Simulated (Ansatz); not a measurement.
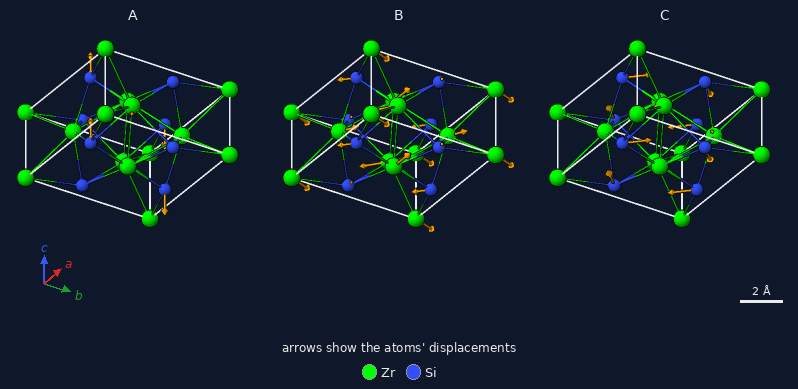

Three optical modes of solid Zr3Si2 at the zone centre, in no order (one member of each degenerate set). The orange arrows are the displacements of the atoms (eigenvector over the root of the mass), of arbitrary overall length and sign. Style: ball-and-stick. Shown: the cell of the calculation, from a free direction.

All numbers below come from Ansatz, DFT PBEsol, scalar-relativistic, plane waves, PAW. Settings: plane-wave cutoff 420 eV; k-point mesh 6 × 6 × 12; occupations gaussian; smearing width 0.15 eV; no spin polarisation.

### Order them from the lowest to the highest frequency (imaginary ones first).

B (184 cm⁻¹), A (302 cm⁻¹), C (391 cm⁻¹). B, E_u: The kinetic energy is shared as Zr 95 %, Si 5 %. A, E_g: The Zr (2a) atoms stay at rest; all motion is along c; atoms of one kind move against one another, with no net shift of any sublattice; the kinetic energy is shared as Si 89 %, Zr 11 %. C, A₁g: The Zr (2a) atoms stay at rest; atoms of one kind move against one another, with no net shift of any sublattice; it stretches the shortest Si–Si bonds (2.45 Å); the kinetic energy is shared as Si 93 %, Zr 7 %. The crystal is metallic in this run.
